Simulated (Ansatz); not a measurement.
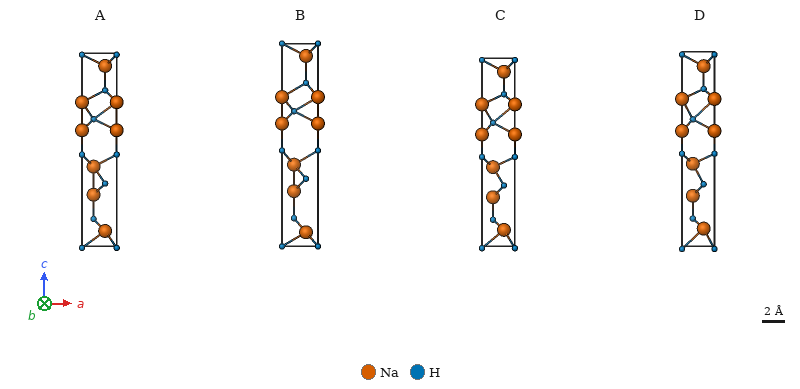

4 geometries from one relaxation of a crystal of NaH (a generated structure, set up in R3m) (coarse preliminary run), in shuffled order. The picture is a ball-and-stick view of the conventional cell (3 times the calculation's cell), seen along the b axis. Lengths and directions refer to the drawn axes.

Method: Ansatz, DFT PBE, scalar-relativistic, plane waves, PAW. Set-up: plane-wave cutoff 420 eV; k-point mesh 6 × 6 × 6; occupations gaussian; smearing width 0.1 eV; no spin polarisation; cell and atoms relaxed; force threshold 0.04 eV/Å; at most 70 steps.

Q: Put them in the order of the run, from the start to the converged end.

A: B, A, C, D. They are steps 0, 1, 2, 5, at +180 meV per atom, +60.9 meV per atom, +6.3 meV per atom relative to the last. After 4 accepted moves (5 points after the start) the energy has fallen by 180 meV per atom. The largest force component goes from 1.5 to 0.015 eV/Å. The pressure goes from −2.70 to 0.19 GPa. The SCF was repeated once at an unchanged geometry on a basis and grid sized afresh for the cell, which shifted the energy by 0.9 meV per atom at most. A Na atom moves most relative to the cell: 0.40 Å along +c. By element the largest moves are Na 0.40 Å, H 0.25 Å. The volume changes by −21.8 %, with a = b 3.895 → 3.518 Å (−9.7 %), c 19.025 → 18.240 Å (−4.1 %). Among the contacts that change: Na–Na 2.486 → 3.002 Å, H–Na 2.531 → 2.139 Å, H–Na 2.610 → 2.237 Å, H–Na 2.531 → 2.302 Å. The space group stays R3m (No. 160). The run took 18 s on 1 thread of Intel(R) Xeon(R) Processor @ 2.70GHz (shared host), peak memory 0.38 GiB.
